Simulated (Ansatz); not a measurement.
A periodic structure is given below.

Space group Pm-3m (No. 221). a = 3.956 Å, b = 3.956 Å, c = 3.956 Å, α = 90.00°, β = 90.00°, γ = 90.00°
| atom | site | symmetry | x | y | z |
| --- | --- | --- | --- | --- | --- |
| Ti | 1a | m-3m | 0.0000 | 0.0000 | 0.0000 |
| Al | 3c | 4/mm.m | 0.5000 | 0.5000 | 0.0000 |

> Interpret the file: composition, symmetry and coordination.

The compound is TiAl$_{3}$. The symmetry is that of Pm-3m (No. 221), on a primitive cubic lattice. It adopts the structure known as Cu₃Au (L1₂) type. Cell content 1 Ti, 3 Al; Z = 1. Ti is surrounded by twelve Al in a cuboctahedral arrangement at 2.80 Å. Al is linked to eight Al and four Ti in a cuboctahedral arrangement (2.80 Å to Al, 2.80 Å to Ti). The bonds build a three-dimensional framework.

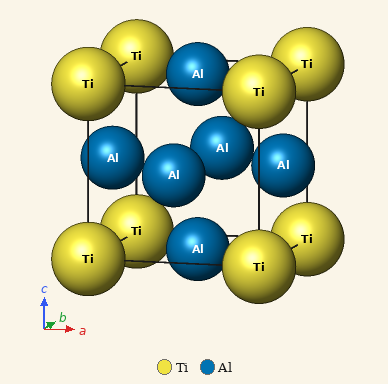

The figure gives a spheres-only picture of the atoms, viewed slightly off an axis. The edges of the conventional unit cell are marked. Colours: titanium yellow, aluminium blue.

The cell started as a structure listed in the Materials Project, with elements exchanged, so it need not be a known form of the compound. It is drawn as it came out of a relaxation with DFT r2SCAN, scalar-relativistic, plane waves, PAW (Ansatz).
